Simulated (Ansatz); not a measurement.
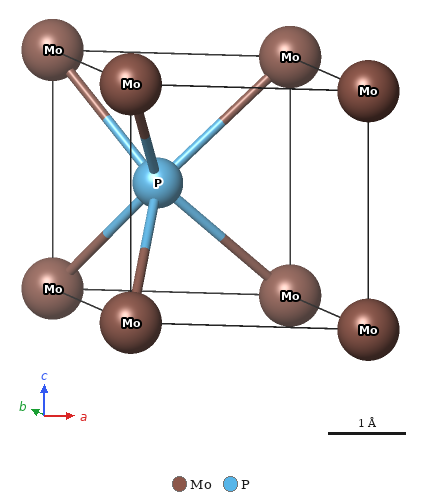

Lattice vibrations of solid MoP relaxed at 9 GPa, space group P-6m2 (No. 187), at the zone centre. The picture is a ball-and-stick view of the cell of the calculation, seen slightly off an axis.

The calculation used Ansatz, DFT PBEsol, scalar-relativistic, plane waves, PAW. Set-up: plane-wave cutoff 420 eV; k-point mesh 18 × 18 × 14; occupations fermi dirac; smearing width 0.15 eV; target pressure 9 GPa; no spin polarisation.

The frequencies depend somewhat on the k-mesh and the smearing.

**Which optical modes does it have, at what frequencies, and is it stable there?**

The calculation's cell holds 2 atoms, so there are 3 optical modes, in 2 levels. The optical modes span E′ + A₂″. No level is unstable.

| level | symmetry | frequency (cm⁻¹) | activity |
| --- | --- | --- | --- |
| 1 | E′ | 430 | infrared- and Raman-active |
| 2 | A₂″ | 435 | infrared-active |

The crystal is a metal, so free carriers screen the infrared response.

The modes drawn as arrows (one member of each degenerate set):

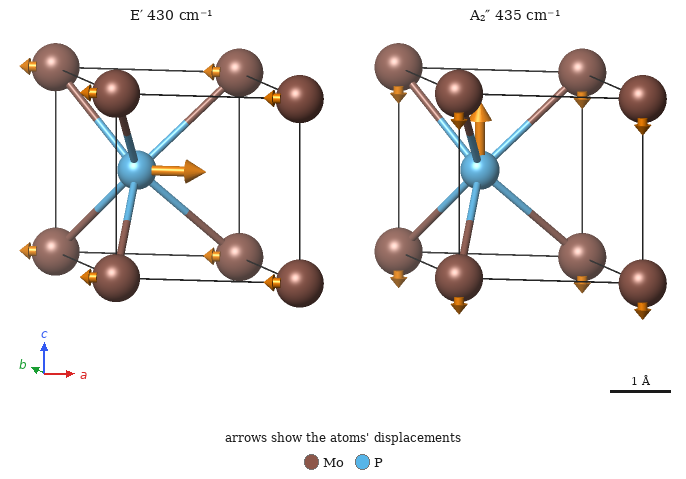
